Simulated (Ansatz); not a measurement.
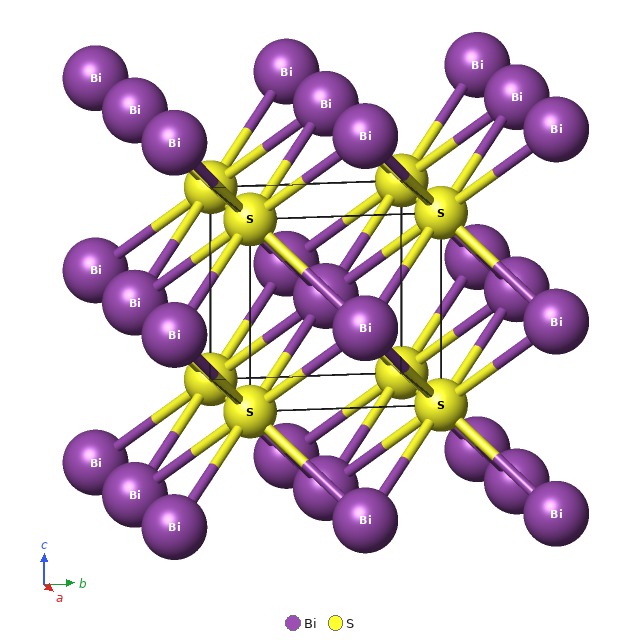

View slightly off an axis, drawn as a ball-and-stick model. Thin lines show the conventional unit cell, with boundary atoms drawn in all their periodic places. Neighbours across the faces are drawn wherever a bond reaches them. Cell: a = 3.58 Å, b = 3.58 Å, c = 3.58 Å, α = 90.00°, β = 90.00°, γ = 90.00°.

It goes back to a structure type filled with these elements by a generator (whether the compound takes this form wasn't checked). Earlier steps of the study may have refined or changed the cell and positions. An electronic-structure calculation with Ansatz was run on it.

Question: State composition, symmetry and coordination.

Answer: Chemical formula BiS. Space group Pm-3m (No. 221), lattice primitive cubic. Prototype: caesium chloride (CsCl, B2) type. Counting shared atoms by their share gives 1 Bi, 1 S, or 2 atoms. The neighbours of Bi are eight S in a cubic arrangement at about 3.1 Å. The S atoms are each bonded to eight Bi in a cubic arrangement at about 3.1 Å. The bonds build a three-dimensional framework.

The numbers come from DFT PBE, scalar-relativistic, plane waves, PAW in Ansatz 0.2.0, using a 420 eV plane-wave basis, a 16×16×16 mesh of k-points, Gaussian smearing of 0.1 eV, no spin polarisation.

Question: Metal or not?

Answer: A metal: bands cross the Fermi level.

Question: List the Bader charges.

Answer: Bi +0.87 e; S -0.87 e.

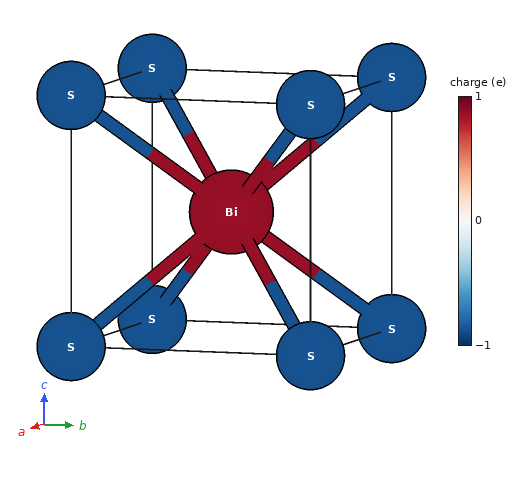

The atoms coloured by those charges. The run's cell of 2 atoms is drawn.

Question: Is this an equilibrium geometry for the method given?

Answer: Yes. All forces vanish to within 0.01 eV/Å. The pressure is 0.0 GPa, close to zero.
